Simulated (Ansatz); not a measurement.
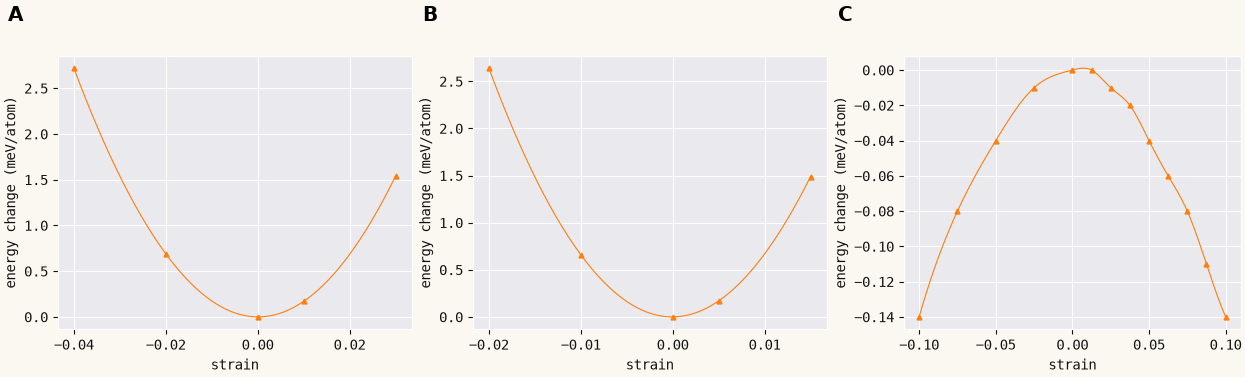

Each panel shows the energy change against strain for one of these solids: H, P6_3/mmc (No. 194), 16.1 Å³/atom, strain pattern [0, 0, 0, 1, 0, 0]; Sn, Fd-3m (No. 227), 34.2 Å³/atom, strain pattern [1, -1, 0, 0, 0, 0]; Zr, Im-3m (No. 229), 23.7 Å³/atom, strain pattern [0, 0, 0, 0, 0, 1].

Calculation (Ansatz 0.2.0): homogeneous strain of a crystal along one Voigt pattern with engineering shear, fractional coordinates fixed, by plane-wave density functional theory with PAW datasets, free energies less that of the undisturbed cell, pressure positive in compression; scalar-relativistic. Level: PBEsol, no spin polarisation.

### Match the panels to the solids.

A is Zr (energy change from 0.00 meV/atom to 2.72 meV/atom); B is Sn (energy change from 0.00 meV/atom to 2.64 meV/atom); C is H (energy change from −0.14 meV/atom to 0.00 meV/atom).

For H, limits of the calculation: odd k mesh can miss points on the zone edge; reference crystal is not relaxed.

For Sn, limits of the calculation: reference crystal is not relaxed.

For Zr, limits of the calculation: reference crystal is not relaxed.
